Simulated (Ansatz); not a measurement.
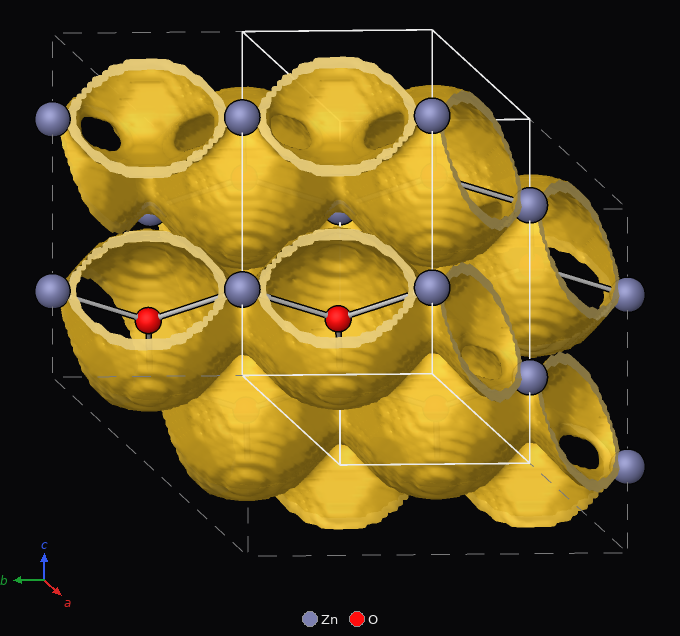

Bond-valence mismatch map for Zn2+ in ZnO (P6_3/mmc): the yellow surface encloses the points where |V − 2| < 0.1 v.u. (2×2×1 cells, view from a free direction). Pale faces close the region where the drawn box cuts it.

At each point the valence sum V of a Zn2+ ion is computed from the anions within 5 Å (s = exp((R0 − d)/b), R0 fitted to published crystal structures with b = 0.37 Å; R0: Zn2+–O 1.689 Å). The other Zn2+ ions are ignored. This is an empirical screen for pathways, not an energy calculation.

Source of the atomic positions: the input geometry of an electronic-structure calculation (not necessarily at equilibrium).

```cif
data_structure
_symmetry_space_group_name_H-M 'P 1'
_symmetry_Int_Tables_number 1
_cell_length_a 3.2880
_cell_length_b 3.2880
_cell_length_c 7.1304
_cell_angle_alpha 90.000
_cell_angle_beta 90.000
_cell_angle_gamma 120.000
_cell_volume 66.76
loop_
_atom_site_label
_atom_site_type_symbol
_atom_site_fract_x
_atom_site_fract_y
_atom_site_fract_z
_atom_site_occupancy
Zn1 Zn 0.00000 0.00000 0.75000 1
Zn2 Zn 0.00000 0.00000 0.25000 1
O1 O 0.33333 0.66667 0.25000 1
O2 O 0.66667 0.33333 0.75000 1
```

What pathways for Zn2+ does the map suggest at this level (counting the regions that come within 0.6 Å of a Zn site)?

Answer. The regions form a two-dimensional network in layers parallel to (001).

At which mismatch do paths open?

Answer. Already below about 0.06 v.u. the regions form a two-dimensional network in layers parallel to (001). From a mismatch of about 1.05 v.u. the regions form a three-dimensional network. These are grid estimates, good to about 0.1 v.u.

What is the valence sum at the Zn sites themselves?

Answer. 1.72 v.u., against the formal 2.
